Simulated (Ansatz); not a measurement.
# MgO: geometry relaxation (part 2 of 3)

The same run, continued: MgO (slab, 24 atoms in the cell); DFT PBE, scalar-relativistic, plane waves, PAW, no spin polarisation (Ansatz 0.2.0); cutoff 420 eV, 3×3×1 k-mesh, Gaussian smearing of 0.05 eV. The structure derives from an entry of the Crystallography Open Database. The input holds or restrains some coordinates. Forces given for the steps count only the free coordinates. It belongs to a series of runs on one base structure; here: clean slab, lower planes held.

Geometry of the input (Å; fractional positions):
```
6.0158  0.0000  0.0000
-3.0079  5.2099  0.0000
0.0000  0.0000  22.1399
O  0.1667  0.3333  0.3613
O  0.1667  0.8333  0.3613
O  0.6667  0.3333  0.3613
O  0.6667  0.8333  0.3613
Mg 0.3333  0.1667  0.4168
Mg 0.3333  0.6667  0.4168
Mg 0.8333  0.1667  0.4168
Mg 0.8333  0.6667  0.4168
O  0.5000  0.5000  0.4723
O  0.5000  0.0000  0.4723
O  -0.0000  0.5000  0.4723
O  0.0000  0.0000  0.4723
Mg 0.6667  0.3333  0.5277
Mg 0.6667  0.8333  0.5277
Mg 0.1667  0.3333  0.5277
Mg 0.1667  0.8333  0.5277
O  0.8333  0.6667  0.5832
O  0.8333  0.1667  0.5832
O  0.3333  0.6667  0.5832
O  0.3333  0.1667  0.5832
Mg -0.0000  0.5000  0.6387
Mg 0.0000  0.0000  0.6387
Mg 0.5000  0.5000  0.6387
Mg 0.5000  0.0000  0.6387
```

### What the program printed, continued
```
SCF iter   1: F=—  HF=-29907.909224 eV  |F-HF|=—  |Δ(HF+E_count)|=         —  Δρ=4.75e-3  dr2=1.25e0  ethr=6.62e-4  p=0.928 e·Å  D=2.42e-1 V/Å  ΔV_dip=-5.36 eV  dr2_dipole=5.95e-1  V_vac-E_F(+/−)=4.64/10.00 eV  ⟨swp⟩=1.3  Hψ=1003  notcnv=0  defer=46
efield: sawtooth ramp at fractional position 0.9800 (handed on by an earlier solve), width 0.0400; the density the first Hamiltonian is built on has a dipole p = 0.928 e·Å; the dipole correction subtracts the counter field D = 2.42e-1 V/Å, which shifts the + side's vacuum level by -5.36 eV against the − side's; the planar-averaged density in the ramp window peaks in size at 6.1e-6 e/Å³
preconditioner: auto → LDOS  [insulator: Δε(μ)=0.083 eV  Ē_g=12.332 eV  σ=0.050 eV  W_gap=0.75  n_scr=122 (ndim 8)  ℏωp=13.8 eV  f_vac=0.577  D(μ)=23.44/eV (n_scr^D=178)  ε∞_Penn≈2.3  β→1.0]
SCF iter   2: F=—  HF=-29907.887055 eV  |F-HF|=—  |Δ(HF+E_count)|=   2.22e-2  Δρ=1.09e-3  dr2=9.73e-3  ethr=6.53e-4  p=0.939 e·Å  D=2.45e-1 V/Å  ΔV_dip=-5.42 eV  dr2_dipole=2.13e-3  V_vac-E_F(+/−)=4.61/10.03 eV  ⟨swp⟩=2.0  Hψ=323  notcnv=0  defer=46
SCF iter   3: F=—  HF=-29907.894366 eV  |F-HF|=—  |Δ(HF+E_count)|=   7.31e-3  Δρ=5.75e-4  dr2=5.88e-3  ethr=5.07e-6  p=0.938 e·Å  D=2.45e-1 V/Å  ΔV_dip=-5.41 eV  dr2_dipole=2.02e-3  V_vac-E_F(+/−)=4.61/10.03 eV  ⟨swp⟩=3.0  Hψ=536  notcnv=0  defer=46
SCF iter   4: F=—  HF=-29907.893775 eV  |F-HF|=—  |Δ(HF+E_count)|=   5.91e-4  Δρ=1.82e-4  dr2=2.96e-4  ethr=3.06e-6  p=0.938 e·Å  D=2.45e-1 V/Å  ΔV_dip=-5.42 eV  dr2_dipole=7.26e-6  V_vac-E_F(+/−)=4.61/10.03 eV  ⟨swp⟩=2.0  Hψ=455  notcnv=0  defer=46
SCF iter   5: F=—  HF=-29907.894031 eV  |F-HF|=—  |Δ(HF+E_count)|=   2.57e-4  Δρ=1.31e-4  dr2=1.93e-4  ethr=1.54e-7  p=0.938 e·Å  D=2.45e-1 V/Å  ΔV_dip=-5.41 eV  dr2_dipole=2.55e-5  V_vac-E_F(+/−)=4.62/10.03 eV  ⟨swp⟩=3.0  Hψ=557  notcnv=0  defer=46
SCF iter   6: F=-29907.893943 eV  HF=-29907.894019 eV  |F-HF|=7.66e-5  |Δ(HF+E_count)|=   1.20e-5  Δρ=5.05e-5  dr2=7.25e-5  ethr=5.21e-8  p=0.938 e·Å  D=2.45e-1 V/Å  ΔV_dip=-5.41 eV  dr2_dipole=2.64e-5  V_vac-E_F(+/−)=4.62/10.03 eV  ⟨swp⟩=17.0  Hψ=1883  notcnv=0
SCF 2 converged in 6 iterations: F = -29907.893943 eV  dr2 = 7.25e-5
[... from here on the iterations of each SCF are left out, up to the last one ...]
relax step   2: F+E_penalty+E_count = -29907.89394278 eV  Δ(F+E_penalty+E_count) = -2.161e-1 eV  max|allowed force component| = 8.139e-1 eV/Å  Δτ_max = 0.0441 Å  (6 SCF iters, dr2 threshold 1.00e-4 eV, accepted)
efield: sawtooth ramp at fractional position 0.9800 (handed on by an earlier solve), width 0.0400; the density the first Hamiltonian is built on has a dipole p = 0.938 e·Å; the dipole correction subtracts the counter field D = 2.45e-1 V/Å, which shifts the + side's vacuum level by -5.41 eV against the − side's; the planar-averaged density in the ramp window peaks in size at 5.3e-6 e/Å³
preconditioner: auto → LDOS  [insulator: Δε(μ)=0.093 eV  Ē_g=12.456 eV  σ=0.050 eV  W_gap=0.76  n_scr=122 (ndim 8)  ℏωp=13.8 eV  f_vac=0.577  D(μ)=14.08/eV (n_scr^D=78)  ε∞_Penn≈2.2  β→1.0]
SCF 3 converged in 12 iterations: F = -29908.079812 eV  dr2 = 1.33e-5
relax step   3: F+E_penalty+E_count = -29908.07981237 eV  Δ(F+E_penalty+E_count) = -1.859e-1 eV  max|allowed force component| = 1.433e-1 eV/Å  Δτ_max = 0.0705 Å  (12 SCF iters, dr2 threshold 4.14e-5 eV, accepted)
efield: sawtooth ramp at fractional position 0.9800 (handed on by an earlier solve), width 0.0400; the density the first Hamiltonian is built on has a dipole p = 0.953 e·Å; the dipole correction subtracts the counter field D = 2.49e-1 V/Å, which shifts the + side's vacuum level by -5.50 eV against the − side's; the planar-averaged density in the ramp window peaks in size at 4.4e-6 e/Å³
preconditioner: auto → LDOS  [insulator: Δε(μ)=0.081 eV  Ē_g=12.514 eV  σ=0.050 eV  W_gap=0.50  n_scr=122 (ndim 8)  ℏωp=13.8 eV  f_vac=0.577  D(μ)=33.37/eV (n_scr^D=290)  ε∞_Penn≈2.2  β→1.0]
SCF 4 converged in 8 iterations: F = -29908.083350 eV  dr2 = 9.73e-7
relax step   4: F+E_penalty+E_count = -29908.08335007 eV  Δ(F+E_penalty+E_count) = -3.538e-3 eV  max|allowed force component| = 4.498e-2 eV/Å  Δτ_max = 0.0322 Å  (8 SCF iters, dr2 threshold 1.28e-6 eV, accepted)
SCF iter   1: F=—  HF=-29908.085687 eV  |F-HF|=—  |Δ(HF+E_count)|=         —  Δρ=7.11e-4  dr2=2.83e-2  ethr=8.08e-4  p=0.954 e·Å  D=2.49e-1 V/Å  ΔV_dip=-5.51 eV  dr2_dipole=1.22e-2  V_vac-E_F(+/−)=4.52/10.03 eV  ⟨swp⟩=3.0  Hψ=506  notcnv=0  defer=46
efield: sawtooth ramp at fractional position 0.9800 (handed on by an earlier solve), width 0.0400; the density the first Hamiltonian is built on has a dipole p = 0.954 e·Å; the dipole correction subtracts the counter field D = 2.49e-1 V/Å, which shifts the + side's vacuum level by -5.51 eV against the − side's; the planar-averaged density in the ramp window peaks in size at 4.9e-6 e/Å³
preconditioner: auto → LDOS  [insulator: Δε(μ)=0.062 eV  Ē_g=12.466 eV  σ=0.050 eV  W_gap=0.61  n_scr=122 (ndim 8)  ℏωp=13.8 eV  f_vac=0.577  D(μ)=25.91/eV (n_scr^D=228)  ε∞_Penn≈2.2  β→1.0]
SCF iter   2: F=—  HF=-29908.084647 eV  |F-HF|=—  |Δ(HF+E_count)|=   1.04e-3  Δρ=6.74e-4  dr2=2.14e-2  ethr=1.48e-5  p=0.954 e·Å  D=2.49e-1 V/Å  ΔV_dip=-5.51 eV  dr2_dipole=9.90e-3  V_vac-E_F(+/−)=4.53/10.03 eV  ⟨swp⟩=2.0  Hψ=523  notcnv=0  defer=46
SCF iter   3: F=—  HF=-29908.084722 eV  |F-HF|=—  |Δ(HF+E_count)|=   7.49e-5  Δρ=1.43e-4  dr2=1.01e-3  ethr=1.12e-5  p=0.953 e·Å  D=2.49e-1 V/Å  ΔV_dip=-5.50 eV  dr2_dipole=4.66e-4  V_vac-E_F(+/−)=4.53/10.03 eV  ⟨swp⟩=1.7  Hψ=318  notcnv=0  defer=46
SCF iter   4: F=—  HF=-29908.084695 eV  |F-HF|=—  |Δ(HF+E_count)|=   2.71e-5  Δρ=6.87e-5  dr2=1.81e-4  ethr=5.24e-7  p=0.953 e·Å  D=2.49e-1 V/Å  ΔV_dip=-5.50 eV  dr2_dipole=7.86e-5  V_vac-E_F(+/−)=4.53/10.03 eV  ⟨swp⟩=2.0  Hψ=442  notcnv=0  defer=46
SCF iter   5: F=—  HF=-29908.084720 eV  |F-HF|=—  |Δ(HF+E_count)|=   2.54e-5  Δρ=1.56e-5  dr2=4.04e-6  ethr=9.42e-8  p=0.953 e·Å  D=2.49e-1 V/Å  ΔV_dip=-5.50 eV  dr2_dipole=1.20e-6  V_vac-E_F(+/−)=4.53/10.03 eV  ⟨swp⟩=2.0  Hψ=366  notcnv=0  defer=46
SCF iter   6: F=—  HF=-29908.084597 eV  |F-HF|=—  |Δ(HF+E_count)|=   1.23e-4  Δρ=9.01e-6  dr2=1.98e-6  ethr=2.11e-9  p=0.953 e·Å  D=2.49e-1 V/Å  ΔV_dip=-5.50 eV  dr2_dipole=4.27e-7  V_vac-E_F(+/−)=4.53/10.03 eV  ⟨swp⟩=2.3  Hψ=471  notcnv=0  defer=46
SCF iter   7: F=—  HF=-29908.084599 eV  |F-HF|=—  |Δ(HF+E_count)|=   1.91e-6  Δρ=7.16e-6  dr2=9.27e-7  ethr=1.03e-9  p=0.953 e·Å  D=2.49e-1 V/Å  ΔV_dip=-5.50 eV  dr2_dipole=1.55e-7  V_vac-E_F(+/−)=4.53/10.03 eV  ⟨swp⟩=2.0  Hψ=418  notcnv=0  defer=46
SCF iter   8: F=—  HF=-29908.084599 eV  |F-HF|=—  |Δ(HF+E_count)|=   4.40e-7  Δρ=3.89e-6  dr2=6.91e-7  ethr=4.83e-10  p=0.953 e·Å  D=2.49e-1 V/Å  ΔV_dip=-5.50 eV  dr2_dipole=3.35e-7  V_vac-E_F(+/−)=4.53/10.03 eV  ⟨swp⟩=2.0  Hψ=407  notcnv=0  defer=46
SCF iter   9: F=-29908.084600 eV  HF=-29908.084600 eV  |F-HF|=4.77e-8  |Δ(HF+E_count)|=   3.70e-7  Δρ=1.05e-6  dr2=9.60e-9  ethr=5.21e-11  p=0.953 e·Å  D=2.49e-1 V/Å  ΔV_dip=-5.50 eV  dr2_dipole=8.71e-10  V_vac-E_F(+/−)=4.53/10.03 eV  ⟨swp⟩=14.3  Hψ=1952  notcnv=0
SCF 5 converged in 9 iterations: F = -29908.084600 eV  dr2 = 9.60e-9
relax step   5: F+E_penalty+E_count = -29908.08459986 eV  Δ(F+E_penalty+E_count) = -1.250e-3 eV  max|allowed force component| = 2.039e-3 eV/Å  Δτ_max = 0.0114 Å  (9 SCF iters, accepted)
```

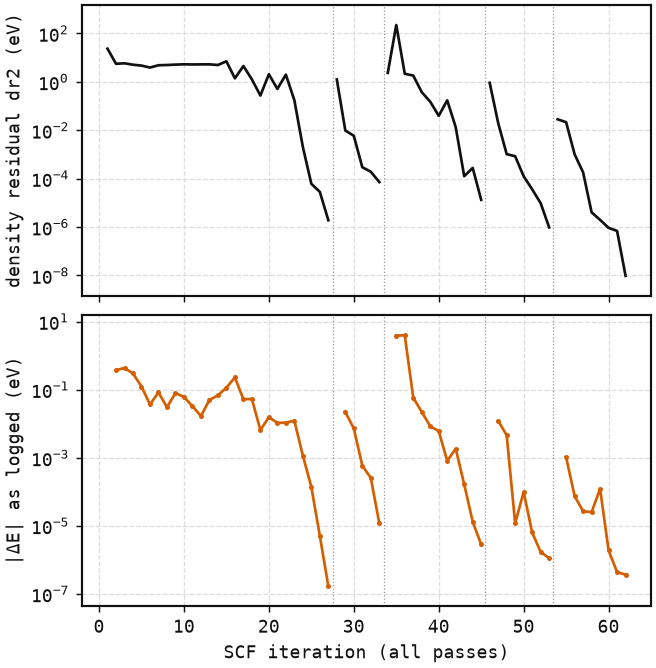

Figure 1. Convergence of the self-consistent field: density residual dr2 and size of the energy change against the SCF iteration. The dotted lines part the SCF passes of the relaxation: geometry steps, rejected trials and re-solves on a re-selected basis. The 5 passes take 6 to 27 iterations each, 62 in all.

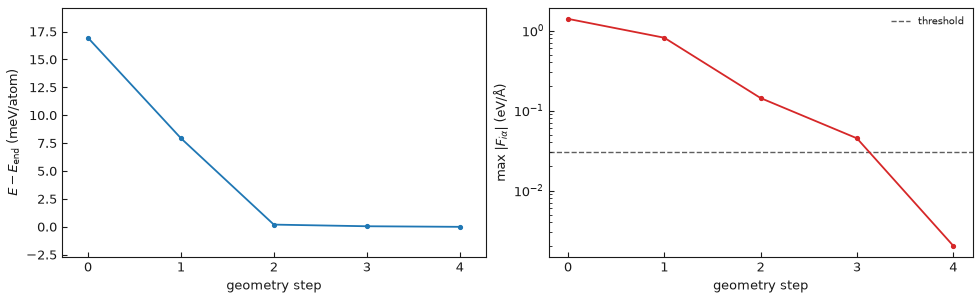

Figure 2. Progress of the restrained relaxation, step by step (the first geometry is step 0 here and step 1 in the log).

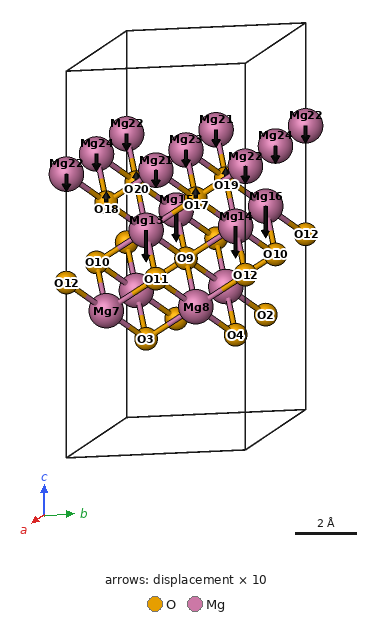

Figure 3. The starting structure with the displacements as black arrows, magnified 10 times (ball-and-stick view of the cell of the calculation, with the vacuum cut short, seen slightly off an axis). Over 4 geometry steps the energy falls by 16.9 meV per atom. Largest force component: 1.4 eV/Å at the start, 0.002 eV/Å at the end. The largest moves, 0.11 Å, are those of Mg13, Mg14, Mg15 and Mg16. By element the largest moves are Mg 0.11 Å, O 0.04 Å. The lattice vectors keep their values. Distances before and after: Mg13–O17 2.127 → 2.216 Å, O10–Mg13 2.127 → 2.065 Å. Among the angles that change: O10–Mg16–O17 180.0° → 174.4°, Mg13–O20–Mg22 180.0° → 174.6°, O17–Mg16–O19 90.0° → 85.5°. (Atoms are counted from 1 in the order of the input.)

```
SCF converged after 9 iterations
Free energy (F): -29908.084600 eV
Harris-Foulkes:  -29908.084600 eV  (|F-HF|=4.77e-8)
Internal energy: -29908.050570 eV  (E = F + TS)
E sigma→0 (E₀):  -29908.067585 eV
Entropy (-TS):   -0.034030 eV (-1.418 meV/atom)
Fermi energy:    -1.485799 eV
Dipole field:    D = 0.248551 V/Å  (p = 0.953133 e·Å, saw-weighted, corrected)
Work function:   Φ+ = 4.5285 eV   Φ− = 10.0313 eV
Levels:          The Fermi level and band energies are counted from a zero that moves with the ramp; work functions are not
--- Per-component energies (eV) ---
  E_band       = -5736.291427
  E_kinetic    = 3027.025677
  E_local      = -196784.036695  (includes V_loc(G=0)·N_el)
  E_nonlocal   = 1718.118617
  E_hartree    = 94325.260604
  E_xc         = -1243.870179
  E_vxc        = -1592.493183  (∫ρ·V_xc dr)
  E_paw        = -5397.440178  (= ΣΔE_a)
  E_vpaw       = -749.844396  (= ΣTr[D̂ρ^β])
  E_aug_tail   = 0.028938  (compensation charges beyond the density's cutoff)
  E_efield     = 0.118451  (sawtooth field / dipole correction)
  E_vefield    = -5.600324  (∫n·V_field dr)
  E_ewald      = 74446.744194
  E_smearing   = -0.034030  (= −TS)
  E_closure    = -0.000000  (closes the sum)
  Σ components = -29908.084600   (vs F -29908.084600, Δ=0.00e0)
--- Forces (eV/Å), atoms counted from 1 ---
  atom   1  O      0.00000000     0.00000000     1.48495073
  atom   2  O      0.00000000     0.00000000     1.48495073
  atom   3  O      0.00000000     0.00000000     1.48495073
  atom   4  O      0.00000000     0.00000000     1.48495073
  atom   5  Mg    -0.00000000     0.00000000    -2.86143287
  atom   6  Mg    -0.00000000     0.00000000    -2.86143287
  atom   7  Mg    -0.00000000     0.00000000    -2.86143287
  atom   8  Mg    -0.00000000     0.00000000    -2.86143287
  atom   9  O      0.00000000    -0.00000000     1.37685833
  atom  10  O      0.00000000    -0.00000000     1.37685833
  atom  11  O      0.00000000    -0.00000000     1.37685833
  atom  12  O      0.00000000    -0.00000000     1.37685833
  atom  13  Mg     0.00000000     0.00000000    -0.00158652
  atom  14  Mg     0.00000000     0.00000000    -0.00158652
  atom  15  Mg     0.00000000     0.00000000    -0.00158652
  atom  16  Mg     0.00000000     0.00000000    -0.00158652
  atom  17  O     -0.00000000    -0.00000000     0.00203865
  atom  18  O     -0.00000000    -0.00000000     0.00203865
  atom  19  O     -0.00000000    -0.00000000     0.00203865
  atom  20  O     -0.00000000    -0.00000000     0.00203865
  atom  21  Mg     0.00000000     0.00000000    -0.00082855
  atom  22  Mg     0.00000000     0.00000000    -0.00082855
  atom  23  Mg     0.00000000     0.00000000    -0.00082855
  atom  24  Mg     0.00000000     0.00000000    -0.00082855
  max |Σ_I F_I| component: 9.01e-7 eV/Å
--- Band table (eV) ---
  k-point 0: bands = ["-77.5521", "-77.5473", "-77.5473", "-77.5473", "-76.5866", "-76.5816", "-76.5816", "-76.5816", "-74.6768", "-74.6718", "-74.6718", "-74.6718", "-44.3418", "-44.3418", "-44.3418", "-44.3030", "-44.3009", "-44.3009", "-44.3009", "-44.2940", "-44.2940", "-44.2940", "-44.2884", "-44.2884", "-43.3722", "-43.3722", "-43.3722", "-43.3574", "-43.3463", "-43.3463", "-43.3463", "-43.3283", "-43.3283", "-43.3283", "-43.3154", "-43.3154", "-41.4659", "-41.4659", "-41.4659", "-41.4340", "-41.4229", "-41.4229", "-41.4229", "-41.4221", "-41.4221", "-41.4221", "-41.4092", "-41.4092", "-21.2849", "-20.4507", "-20.4507", "-20.4507", "-20.1924", "-19.4947", "-19.4947", "-19.4947", "-17.1601", "-16.5984", "-16.5984", "-16.5984", "-8.5538", "-8.5538", "-8.5538", "-8.2588", "-7.7135", "-7.7135", "-7.7135", "-6.2923", "-6.2923", "-6.2923", "-6.0312", "-5.6714", "-5.6714", "-5.6714", "-5.3827", "-5.3827", "-5.3827", "-5.0228", "-5.0228", "-4.7353", "-4.7353", "-4.7353", "-4.0991", "-4.0991", "-3.4107", "-3.4107", "-3.4107", "-3.3936", "-2.1006", "-1.7103", "-1.7103", "-1.7103", "-1.5414", "-1.5414", "-1.5414", "-1.0493", "-1.0493", "0.2770", "0.2770", "0.2770", "1.1315", "1.4575", "1.4575", "1.4575", "2.6389", "3.2968", "4.4976", "4.7019", "4.7019", "4.7019", "5.3072", "5.3072", "5.3072", "6.2842", "6.2842", "6.2842", "6.5384", "6.6082", "7.0652", "7.0652"]
```
